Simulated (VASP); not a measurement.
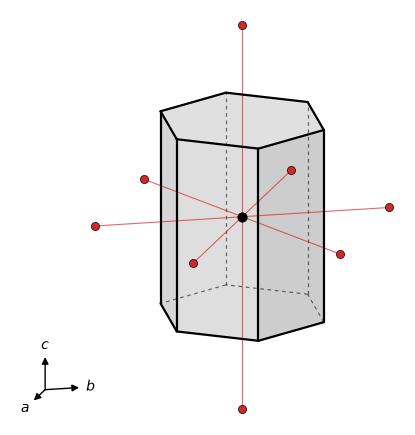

The Wigner–Seitz cell of the crystal's lattice, with lines to the lattice points that define its faces. Crystal: PtSe2, an entry of the Crystallography Open Database, as set up for an electronic-structure calculation. Symmetry computed with spglib at a tolerance of 0.002 Å; standard conventional cell.

a = 3.724 Å, b = 3.724 Å, c = 5.062 Å, α = 90.00°, β = 90.00°, γ = 120.00°; space group No. 164, P-3m1.

> Describe the polyhedron.

A hexagonal prism: 8 faces (6 with 4 edges, 2 with 6 edges), 18 edges, 12 vertices. Its volume is that of the primitive cell, 60.8 Å³.

> Which lattice vectors do the faces bisect?

| example | length (Å) | faces | edges of each | area (Å²) |
| --- | --- | --- | --- | --- |
| a + b | 3.72 | 6 | 4 | 10.9 |
| c | 5.06 | 2 | 6 | 12.0 |
